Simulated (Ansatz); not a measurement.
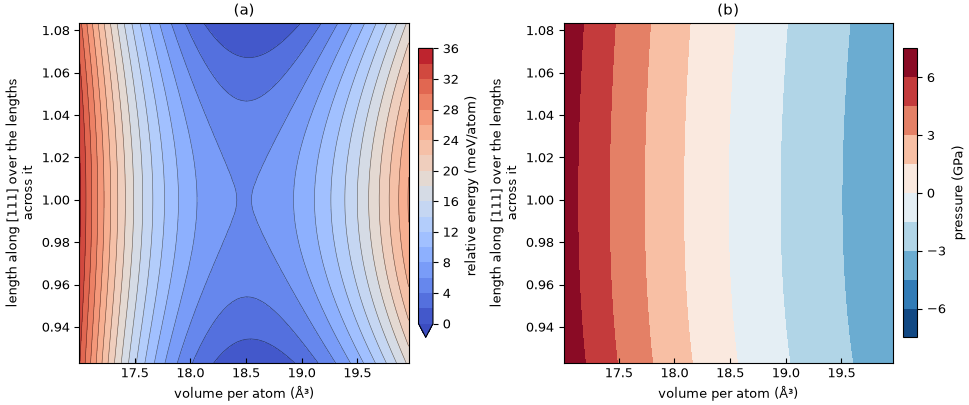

AgCl (Pm-3m, No. 221; 2 atoms in the cell). The energy is mapped over volume and the cell's shape. The first coordinate is: volume per atom; the second: length along [111] over the lengths across it, relative to the cubic cell. Nothing is relaxed (symmetry fixes all fractional coordinates). The grid has 7 × 7 points. Points are written as (first, second). Energies are in meV/atom, from the lowest grid point. Method: Ansatz 0.2.0, DFT PBEsol, scalar-relativistic, plane waves, PAW. Settings: cutoff 420 eV, k-mesh 12×12×12, gaussian smearing 0.05 eV, no spin polarisation.

Panel (a) is the energy; panel (b) is the computed pressure, in GPa.

In the figure: filled contours. Between grid points the surface is interpolated.

> How does the pressure vary over the map, and what is it at the lowest grid point?

It runs from −4.0 GPa at (19.96 Å³, 1.000) to 7.1 GPa at (17.00 Å³, 0.923). At the lowest grid point, (18.48 Å³, 1.083), it is 0.2 GPa. That point lies on the edge of the scan.
